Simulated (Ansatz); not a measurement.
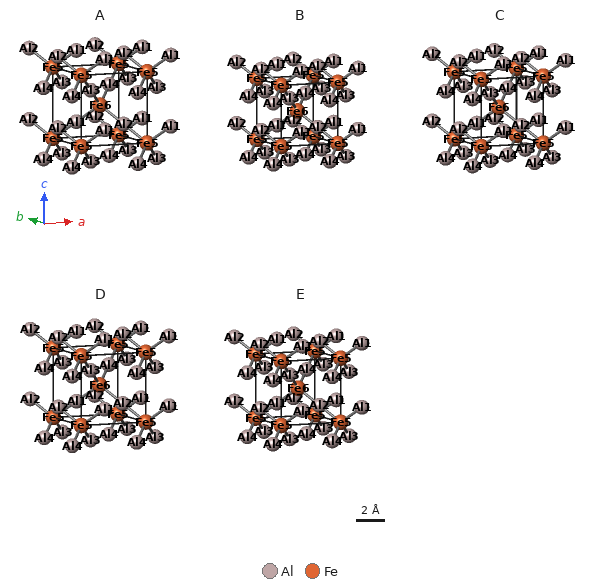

5 geometries from one relaxation of crystalline Al2Fe (a generated structure, set up in Pn-3m) (coarse preliminary run), in shuffled order. The picture is a ball-and-stick view of the cell of the calculation, seen slightly off an axis.

Method: DFT PBE, scalar-relativistic, plane waves, PAW (Ansatz 0.2.0). Settings: plane-wave cutoff 420 eV; k-point mesh 4 × 4 × 4; occupations gaussian; smearing width 0.1 eV; collinear spin; cell and atoms relaxed; force threshold 0.04 eV/Å; at most 70 steps.

Q: Put them in the order of the run, from the start to the converged end.

A: B, E, C, D, A. They are steps 0, 1, 2, 3, 8, at +979 meV per atom, +432 meV per atom, +147 meV per atom, +78.8 meV per atom relative to the last. No atom moves by more than 0.005 Å relative to the cell. The volume changes by +58.1 %, with a = b = c 4.461 → 5.197 Å (+16.5 %). Some distances before and after: Al1–Fe5 1.932 → 2.250 Å. The space group stays Pn-3m (No. 224). After 6 accepted moves (8 points after the start) the energy has fallen by 979 meV per atom. All forces vanish by symmetry, so only the cell relaxes. The pressure goes from 52.03 to −0.07 GPa. At 2 points the geometry stayed and the basis and grid were re-selected for the new cell (energy shift of 59.5 meV per atom at most each time). The program noted that the starting moments weren't kept. The run may lie on a higher electronic state than the lowest, so the end point isn't shown to be the ground-state structure. Cost: 39 s on 1 thread of Intel(R) Xeon(R) 6975P-C (Granite Rapids), with other jobs on the host, peak memory 0.47 GiB.
